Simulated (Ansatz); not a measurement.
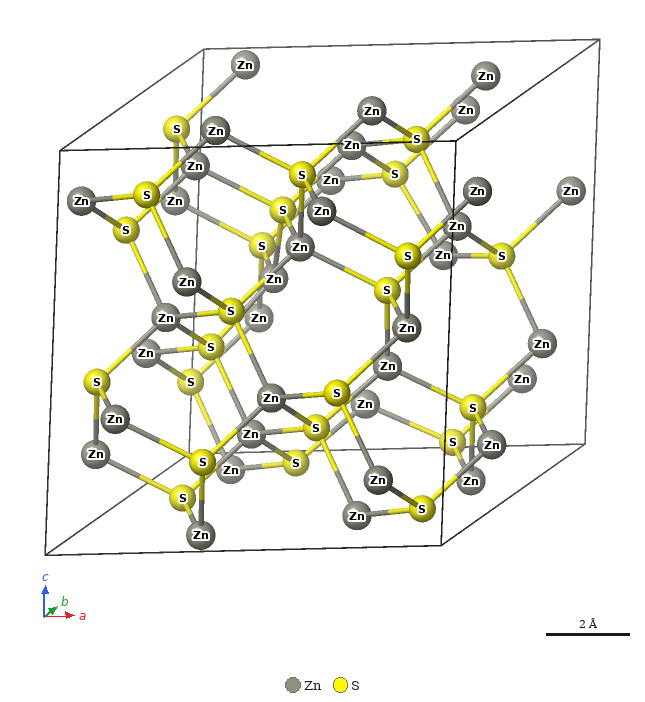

Figure 1. The input geometry (ball-and-stick view of the cell of the calculation, seen slightly off an axis). An atom can appear more than once, as a periodic image.

# Geometry relaxation, with input and output: Zn₂₄S₂₃ (charge +1) (part 1 of 3)

Zn₂₄S₂₃ (defect cell, 47 atoms in the cell, total charge +1), computed with DFT PBE, scalar-relativistic, plane waves, PAW, spin-polarised (Ansatz 0.2.0).

The structure derives from a Materials Project entry. It belongs to a series of runs on one base structure; here: S vacancy (site b), charge +1, atoms relaxed at the host's cell, started again with a moment of 3 μB.

### Input file
```yaml
crystal:
  lattice:
    - [3.844066936, -6.658119241, -6.3046430652]
    - [-7.6881338722, 1.0e-10, -6.3046430652]
    - [3.8440669361, 6.658119241, -6.3046430652]
  atoms:
    - { symbol: Zn, position: [0.6792360054, 0.845902672, 0.5125693387], spin: 0.75 }
    - { symbol: Zn, position: [0.3331892048, 0.4998558715, 0.1665225381] }
    - { symbol: Zn, position: [1.0005728851, 0.6680519633, 0.3315618555] }
    - { symbol: Zn, position: [0.4982285221, 0.1672395518, 0.3347186299] }
    - { symbol: Zn, position: [0.5013852966, 0.6648951888, 0.8339062185] }
    - { symbol: Zn, position: [0.1656359386, 0.3322650397, 0.5002256756] }
    - { symbol: Zn, position: [0.8349109922, 1.0005903945, 0.1655686764] }
    - { symbol: Zn, position: [0.165598373, 0.8335590089, 0.9989692719] }
    - { symbol: Zn, position: [0.8339237279, 0.4989020097, 0.6682443255] }
    - { symbol: Zn, position: [0.6668923423, 0.3323026053, 0.9989317063] }
    - { symbol: Zn, position: [0.332235343, 1.0015776589, 0.6672570612] }
    - { symbol: Zn, position: [1.0000388039, 0.1667054706, 0.8333721372] }
    - { symbol: Zn, position: [0.6765966111, 0.4836022319, 0.3299057861], spin: 0.75 }
    - { symbol: Zn, position: [0.3324631557, 0.1670175999, 0.9997380873] }
    - { symbol: Zn, position: [1.0003509333, 0.3330714206, 0.165796489] }
    - { symbol: Zn, position: [0.4965724528, 0.8432632777, 0.1502688986], spin: 0.75 }
    - { symbol: Zn, position: [0.4987361116, 0.3309558457, 0.6670289418] }
    - { symbol: Zn, position: [0.1642891791, 1.0003622751, 0.332069445] }
    - { symbol: Zn, position: [0.8336956085, 0.6654027783, 0.9976225124] }
    - { symbol: Zn, position: [0.1664047539, 0.4991298223, 0.8336842666] }
    - { symbol: Zn, position: [0.8338474664, 0.1672452956, 0.5002024426] }
    - { symbol: Zn, position: [0.6668691093, 1.000514133, 0.8339119623] }
    - { symbol: Zn, position: [0.3169355652, 0.6632391194, 0.5099299444], spin: 0.75 }
    - { symbol: Zn, position: [1.000578629, 0.8335357759, 0.6671807997] }
    - { symbol: S, position: [0.2089628669, 0.3756295335, 0.0422962002] }
    - { symbol: S, position: [0.8751294511, 0.5437285704, 0.2077277049] }
    - { symbol: S, position: [0.3743943716, 0.0417961178, 0.210395237] }
    - { symbol: S, position: [0.3770619037, 0.5410610382, 0.7084627845] }
    - { symbol: S, position: [0.0411150944, 0.208859046, 0.3745837659] }
    - { symbol: S, position: [0.7099397568, 0.8736918761, 0.0428545579] }
    - { symbol: S, position: [0.0421923793, 0.7079170993, 0.8744484278] }
    - { symbol: S, position: [0.7070252095, 0.3761878913, 0.5432730901] }
    - { symbol: S, position: [0.5412504326, 0.2077817611, 0.8755257126] }
    - { symbol: S, position: [0.2095212246, 0.8766064235, 0.5403585428] }
    - { symbol: S, position: [0.8747565882, 0.0414232549, 0.7080899215] }
    - { symbol: S, position: [0.5409671404, 0.3752528416, 0.2081152575] }
    - { symbol: S, position: [0.208296233, 0.0416910896, 0.8754342785] }
    - { symbol: S, position: [0.8750244229, 0.2087676119, 0.0416295664] }
    - { symbol: S, position: [0.3747819242, 0.7076338071, 0.0419195083] }
    - { symbol: S, position: [0.3741775865, 0.2084644561, 0.5418231221] }
    - { symbol: S, position: [0.0417977894, 0.8751564554, 0.2075109199] }
    - { symbol: S, position: [0.7084897888, 0.5408442532, 0.8751311228] }
    - { symbol: S, position: [0.0421009452, 0.3749628997, 0.7083577562] }
    - { symbol: S, position: [0.7076121502, 0.0427886801, 0.3730853172] }
    - { symbol: S, position: [0.5397519838, 0.8742788168, 0.7094553468] }
    - { symbol: S, position: [0.208586175, 0.5414485908, 0.3743004737] }
    - { symbol: S, position: [0.8761220134, 0.7064186505, 0.5409454835] }
  host:
    lattice:
      - [3.8440669361, 0.0, 0.0]
      - [-1.922033468, 3.3290596205, 0.0]
      - [0.0, 0.0, 6.3046430652]
    atoms:
      - { symbol: Zn, position: [0.3333333333, 0.6666666667, 0.0002666738] }
      - { symbol: Zn, position: [0.6666666667, 0.3333333333, 0.5002666738] }
      - { symbol: S, position: [0.3333333333, 0.6666666667, 0.3747333262] }
      - { symbol: S, position: [0.6666666667, 0.3333333333, 0.8747333262] }
total_charge: 1
basis:
  ecutwfc: 420
  xc_grid: 2
kpoints:
  mp_grid: { grid: [2, 2, 2], shift: [0.0, 0.0, 0.0] }
hamiltonian:
  xc: pbe
scf:
  occupations: { method: gaussian, width: 0.01 }
output:
  forces: true
  stress: false
  eigenvalues: true
  populations: true
  charged_corrections:
    defect_position: [0.54175556, 0.70842222, 0.37508889]
    epsilon: [[9.0008, 0.0, 0.0], [0.0, 9.0008, 0.0], [0.0, 0.0, 9.6063]]
  write_density: true
  write_potential: true
  elf: true
  volumetric_format: npy
magnetization:
  spin_polarized: true
relax:
  adjacent_minimum: "off"
  f_tol: 0.025
  max_steps: 45
```

Run as:
```bash
ansatz run input.yaml --threads 4 --pin off --max-ram 10240MiB --backend cpu --events-out ev --progress --plain --runs-dir out
```

### Output
```
Engine: ansatz 0.2.0, x86_64-unknown-linux-gnu
Pseudopotentials: kind: paw
Pseudopotential: Zn, paw, valence charge 12, recommended cutoff 420 eV (normal), Zn.paw.azcp
Pseudopotential: S, paw, valence charge 6, recommended cutoff 420 eV (normal), S.paw.azcp
Functional definition: PBE
  parameter kappa = 0.804
  parameter beta = 0.06672455060314922
  exchange = pbe_x(kappa = kappa, mu = beta*pi^2/3)
  correlation = pbe_c(beta = beta)
Crystal: 47 atoms, lattice volume = 968.176 Å³
Basis set: ecut = 420 eV, 18939 PW (Γ), exchange–correlation on 144×144×144 points (8 copies of the dense FFT grid, shifted against one another)
Bands: 261, of which v1, the nominal top of the filled ones, is band 213 counted from 1 (212 counted from 0)
Symmetry: 3 space group operations
Space group: R3 (ITA 146), of the structure as read, at distance tolerance 9.9e-5 Å
Magnetic group: BNS 146.10 (UNI 1240), of the structure as read, at distance tolerance 9.9e-5 Å
k-points: 4 of 8
Non-local potential: Zn, projectors of the file, l = 0: 2, l = 1: 2, l = 2: 3, l = 3: 1
Non-local potential: S, projectors of the file, l = 0: 2, l = 1: 2, l = 2: 2
PAW form: soft (Blöchl's): semilocal exchange-correlation on the pseudo side does not see the compensation charge
PAW one-centre angular grid: Zn, 590 points (default); XC on 64 Gauss nodes
PAW one-centre angular grid: S, 110 points (default); XC on 64 Gauss nodes
Initial density: superposition of atomic densities (chi_scale 0.1, normalization cell, long waves kept (reshape's long-wave potential 0.12 eV rms))
Starting moments: Σ|m| = 3 μB on 4 of 47 sites
Initial wavefunctions: pseudopotential atomic-orbital guess
Functional: x = pbe(κ = 0.804, μ = 0.2195149727645171), c = pbe(β = 0.06672455060314922)
iter 1 solved again at ethr=2.79e-3 eV; its pass at ethr=3.10e-3 eV (dr2=1.19e1 eV) is discarded
SCF iter   1: F=—  HF=-100448.930698 eV  |F-HF|=—  |Δ(HF+E_count)|=         —  Δρ=3.63e-2 (↑2.61e-2 ↓3.63e-2)  dr2=1.19e1  dr2_m=4.20e0  M=0.750 μB ∫|m|=0.781 μB  β_m=0.30  ethr=2.79e-3  ⟨swp⟩=6.4  Hψ=12308  notcnv=0
preconditioner: auto → Resta (q_TF=auto, 2.378 Å⁻¹)  ε∞=6.0  [insulator: Δε(μ)=0.055 eV  Ē_g=11.043 eV  σ=0.010 eV  W_gap=0.67  n_scr=214 (ndim 8)  ℏωp=24.6 eV  f_vac=0.022  D(μ)=19.28/eV (n_scr^D=98)  ε∞_Penn≈6.0]
spin=Collinear: Resta preconditioning applied to the charge; magnetization (m = ρ↑ − ρ↓) channel mixes plain (no charge-response kernel on spin).
SCF iter   2: F=—  HF=-100446.879408 eV  |F-HF|=—  |Δ(HF+E_count)|=    2.05e0  Δρ=2.27e-2 (↑1.76e-2 ↓2.27e-2)  dr2=4.68e0  dr2_m=2.11e0  M=0.750 μB ∫|m|=0.777 μB  β_m=0.30  ethr=2.79e-3  ⟨swp⟩=3.0  Hψ=3496  notcnv=0  defer=36
SCF iter   3: F=—  HF=-100445.882643 eV  |F-HF|=—  |Δ(HF+E_count)|=   9.97e-1  Δρ=1.18e-2 (↑1.18e-2 ↓1.17e-2)  dr2=6.32e-1  dr2_m=1.06e0  M=0.750 μB ∫|m|=0.775 μB  β_m=0.30  ethr=1.10e-3  ⟨swp⟩=3.0  Hψ=3910  notcnv=0  defer=339
SCF iter   4: F=—  HF=-100445.935151 eV  |F-HF|=—  |Δ(HF+E_count)|=   5.25e-2  Δρ=8.39e-3 (↑8.39e-3 ↓7.62e-3)  dr2=9.28e-2  dr2_m=5.41e-1  M=0.750 μB ∫|m|=0.774 μB  β_m=0.30  ethr=1.49e-4  ⟨swp⟩=2.0  Hψ=3472  notcnv=0  defer=341
SCF iter   5: F=—  HF=-100446.002444 eV  |F-HF|=—  |Δ(HF+E_count)|=   6.73e-2  Δρ=6.02e-3 (↑6.02e-3 ↓5.33e-3)  dr2=2.61e-2  dr2_m=2.75e-1  M=0.750 μB ∫|m|=0.773 μB  β_m=0.30  ethr=2.18e-5  ⟨swp⟩=2.8  Hψ=3608  notcnv=0  defer=341
SCF iter   6: F=—  HF=-100446.026406 eV  |F-HF|=—  |Δ(HF+E_count)|=   2.40e-2  Δρ=4.10e-3 (↑4.10e-3 ↓3.92e-3)  dr2=7.31e-3  dr2_m=1.41e-1  M=0.750 μB ∫|m|=0.774 μB  β_m=0.30  ethr=6.15e-6  ⟨swp⟩=2.4  Hψ=2409  notcnv=0  defer=341
SCF iter   7: F=—  HF=-100446.043129 eV  |F-HF|=—  |Δ(HF+E_count)|=   1.67e-2  Δρ=2.93e-3 (↑2.77e-3 ↓2.93e-3)  dr2=9.41e-4  dr2_m=7.17e-2  M=0.750 μB ∫|m|=0.775 μB  β_m=0.30  ethr=1.72e-6  ⟨swp⟩=2.0  Hψ=3668  notcnv=0  defer=341
Mixer restart at iter 7: flushing history
spin-set hold released at iteration 7 (site moments contracting): the magnetisation degrees of freedom join the quasi-Newton model from the next iteration; the mixer history was flushed
SCF iter   8: F=—  HF=-100446.047758 eV  |F-HF|=—  |Δ(HF+E_count)|=   4.63e-3  Δρ=2.13e-3 (↑1.95e-3 ↓2.13e-3)  dr2=9.80e-4  dr2_m=3.66e-2  M=0.750 μB ∫|m|=0.777 μB  β_m=0.65  ethr=2.21e-7  ⟨swp⟩=2.5  Hψ=3232  notcnv=0  defer=341
SCF iter   9: F=—  HF=-100446.053475 eV  |F-HF|=—  |Δ(HF+E_count)|=   5.72e-3  Δρ=1.91e-4 (↑1.91e-4 ↓1.78e-4)  dr2=6.71e-4  dr2_m=3.97e-6  M=0.750 μB ∫|m|=0.794 μB  β_m=0.51  ethr=2.21e-7  ⟨swp⟩=3.0  Hψ=3592  notcnv=0  defer=341
SCF iter  10: F=—  HF=-100446.053017 eV  |F-HF|=—  |Δ(HF+E_count)|=   4.58e-4  Δρ=2.68e-5 (↑2.68e-5 ↓2.18e-5)  dr2=2.54e-5  dr2_m=2.02e-6  M=0.750 μB ∫|m|=0.794 μB  β_m=0.76  ethr=1.58e-7  ⟨swp⟩=2.0  Hψ=3264  notcnv=0  defer=341
SCF iter  11: F=—  HF=-100446.053047 eV  |F-HF|=—  |Δ(HF+E_count)|=   3.02e-5  Δρ=1.55e-5 (↑1.55e-5 ↓1.40e-5)  dr2=1.06e-5  dr2_m=2.73e-7  M=0.750 μB ∫|m|=0.795 μB  β_m=0.88  ethr=3.68e-9  ⟨swp⟩=18.1  Hψ=22422  notcnv=0
SCF iter  12: F=-100446.053058 eV  HF=-100446.053057 eV  |F-HF|=7.25e-7  |Δ(HF+E_count)|=   1.01e-5  Δρ=4.65e-6 (↑4.65e-6 ↓4.50e-6)  dr2=1.75e-6  dr2_m=5.98e-9  M=0.750 μB ∫|m|=0.795 μB  ethr=2.49e-9  ⟨swp⟩=9.5  Hψ=15015  notcnv=0
SCF 1 converged in 12 iterations: F = -100446.053058 eV  dr2 = 1.75e-6
  greatest PAW one-centre occupation: 0.985 electrons in one spin orbital (limit 2), on the Zn atom at site 22 (counted from 0), in its partial waves of l = 2
relax step   1: F+E_penalty+E_count = -100446.05305792 eV  Δ(F+E_penalty+E_count) = +0.000e0 eV  max|allowed force component| = 2.446e-2 eV/Å  Δτ_max = 0.0000 Å  (12 SCF iters, dr2 threshold 1.56e-5 eV, accepted)
Initial density: handed on by an earlier stage of this run
Starting moments: Σ|m| = 3 μB on 4 of 47 sites; this step starts from the density that it was given
Initial wavefunctions: those handed on with the density
iter 1 solved again at ethr=4.10e-10 eV; its pass at ethr=3.10e-3 eV (dr2=1.74e-6 eV) is discarded
SCF iter   1: F=—  HF=-100446.053057 eV  |F-HF|=—  |Δ(HF+E_count)|=         —  Δρ=4.64e-6 (↑4.64e-6 ↓4.49e-6)  dr2=1.75e-6  dr2_m=5.98e-9  M=0.750 μB ∫|m|=0.795 μB  β_m=0.30  ethr=4.10e-10  ⟨swp⟩=1.0  Hψ=4880  notcnv=0
preconditioner: auto → Resta (q_TF=auto, 2.378 Å⁻¹)  ε∞=6.5  [insulator: Δε(μ)=0.387 eV  Ē_g=10.478 eV  σ=0.010 eV  W_gap=0.67  n_scr=214 (ndim 8)  ℏωp=24.6 eV  f_vac=0.047  D(μ)=19.68/eV (n_scr^D=110)  ε∞_Penn≈6.5]
spin=Collinear: Resta preconditioning applied to the charge; magnetization (m = ρ↑ − ρ↓) channel mixes plain (no charge-response kernel on spin).
SCF iter   2: F=—  HF=-100446.053057 eV  |F-HF|=—  |Δ(HF+E_count)|=   2.88e-7  Δρ=3.53e-6 (↑3.53e-6 ↓3.33e-6)  dr2=1.19e-6  dr2_m=3.16e-9  M=0.750 μB ∫|m|=0.795 μB  β_m=0.61  ethr=4.10e-10  ⟨swp⟩=1.6  Hψ=1752  notcnv=0
SCF iter   3: F=—  HF=-100446.053058 eV  |F-HF|=—  |Δ(HF+E_count)|=   8.03e-7  Δρ=2.78e-6 (↑2.74e-6 ↓2.78e-6)  dr2=4.25e-7  dr2_m=1.78e-10  M=0.750 μB ∫|m|=0.795 μB  β_m=0.58  ethr=2.79e-10  ⟨swp⟩=2.8  Hψ=3493  notcnv=0
SCF iter   4: F=-100446.053058 eV  HF=-100446.053058 eV  |F-HF|=1.82e-9  |Δ(HF+E_count)|=   2.07e-7  Δρ=4.35e-7 (↑3.88e-7 ↓4.35e-7)  dr2=1.13e-8  dr2_m=3.79e-10  M=0.750 μB ∫|m|=0.795 μB  ethr=2.35e-11  ⟨swp⟩=6.4  Hψ=13421  notcnv=0
SCF 2 converged in 4 iterations: F = -100446.053058 eV  dr2 = 1.13e-8
relax step   2: F+E_penalty+E_count = -100446.05305850 eV  Δ(F+E_penalty+E_count) = -5.755e-7 eV  max|allowed force component| = 2.431e-2 eV/Å  Δτ_max = 0.0000 Å  (4 SCF iters, accepted)
```

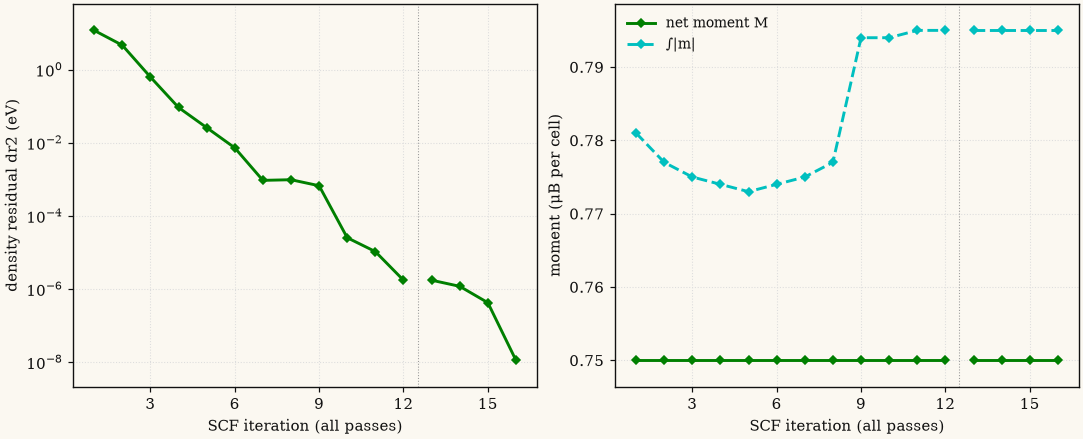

Figure 2. Convergence of the self-consistent field: density residual dr2 and magnetic moment against the SCF iteration. The dotted lines part the SCF passes of the relaxation: geometry steps, rejected trials and re-solves on a re-selected basis. The passes take 12 and 4 iterations. The net moment stays at 0.8 μB per cell.

```
SCF converged after 4 iterations
Magnetization: 0.7500 μB (212.8750 up, 212.1250 down)
Absolute magnetization: 0.7994 μB (∫|ρ↑−ρ↓|, with the PAW one-centre terms)
Spin contamination: 0.0049 ħ² per cell (⟨S²⟩ above its minimum at these occupations)
Per-site moments (μB) at R_I (Å): [(0.013718482873632063, 0.9503844862067627), (0.0007470234391098871, 0.9688284835604116), (0.0004286602448944046, 0.9652313767446496), (0.00042866024489449794, 0.9652313767446488), (0.000428660244894264, 0.9652313767446513), (0.000489790965808103, 0.9692073941507167), (-1.5505728465757068e-5, 0.9674904736790537), (0.0004897909658079573, 0.9692073941507161), (-1.5505728465771938e-5, 0.9674904736790537), (0.0004897909658081288, 0.969207394150717), (-1.550572846580442e-5, 0.9674904736790537), (-0.00012972653833291252, 0.9716032192957244), (0.017778121414639164, 0.9521975788774752), (0.0013440475317011806, 0.9706886998310418), (0.0013440475317009941, 0.9706886998310416), (0.017778121414639445, 0.9521975788774758), (3.9458417801081215e-5, 0.968143880073998), (3.945841780094484e-5, 0.9681438800739974), (3.9458417800934766e-5, 0.9681438800739967), (0.0013440475317009603, 0.9706886998310426), (0.0023971091668638367, 0.9688375565109268), (0.0023971091668636597, 0.9688375565109261), (0.017778121414639397, 0.9521975788774766), (0.002397109166863755, 0.9688375565109268), (0.0038707457624611954, 0.9692133659586452), (0.008838117791562674, 0.9521975788774752), (0.0088381177915626, 0.9521975788774758), (0.00883811779156269, 0.9521975788774766), (0.0015189997835702278, 0.9688375565109268), (0.008798774957630052, 0.9524215410045003), (0.0015189997835701864, 0.9688375565109268), (0.008798774957630012, 0.9524215410044997), (0.0015189997835703226, 0.9688375565109261), (0.008798774957630038, 0.9524215410044995), (0.0039945307561658665, 0.9707211356785356), (0.008469515826730448, 0.9541900616371374), (0.00014555069529880853, 0.9678024338590809), (0.00014555069529889847, 0.9678024338590813), (0.008469515826730563, 0.9541900616371374), (5.0576960640630836e-5, 0.9652313767446488), (5.057696064054364e-5, 0.9652313767446496), (5.057696064063611e-5, 0.9652313767446513), (0.00014555069529869933, 0.9678024338590804), (0.0071907108609410575, 0.9503844862067636), (0.007190710860941099, 0.9503844862067633), (0.008469515826730691, 0.9541900616371367), (0.007190710860941082, 0.9503844862067627)]
Free energy (F): -100446.053058 eV
Harris-Foulkes:  -100446.053058 eV  (|F-HF|=1.82e-9)
Internal energy: -100446.052075 eV  (E = F + TS)
E sigma→0 (E₀):  -100446.052567 eV
Entropy (-TS):   -0.000984 eV (-0.021 meV/atom)
Fermi energy:    6.785973 eV
--- Per-component energies (eV) ---
  E_band       = -63.060624
  E_kinetic    = 5587.969375
  E_local      = -50032.003100  (includes V_loc(G=0)·N_el)
  E_nonlocal   = 15399.236997
  E_hartree    = 20940.225658
  E_xc         = -5510.321121
  E_vxc        = -3237.664558  (∫ρ·V_xc dr)
  E_paw        = -57689.203178  (= ΣΔE_a)
  E_vpaw       = -9661.041624  (= ΣTr[D̂ρ^β])
  E_aug_tail   = -0.008532  (compensation charges beyond the density's cutoff)
  E_ewald      = -29141.948174
  E_smearing   = -0.000984  (= −TS)
  E_closure    = 0.000000  (closes the sum)
  E_deformation_potential = 11.339535  (in the stress; not in F)
  Σ components = -100446.053058   (vs F -100446.053058, Δ=0.00e0)
```
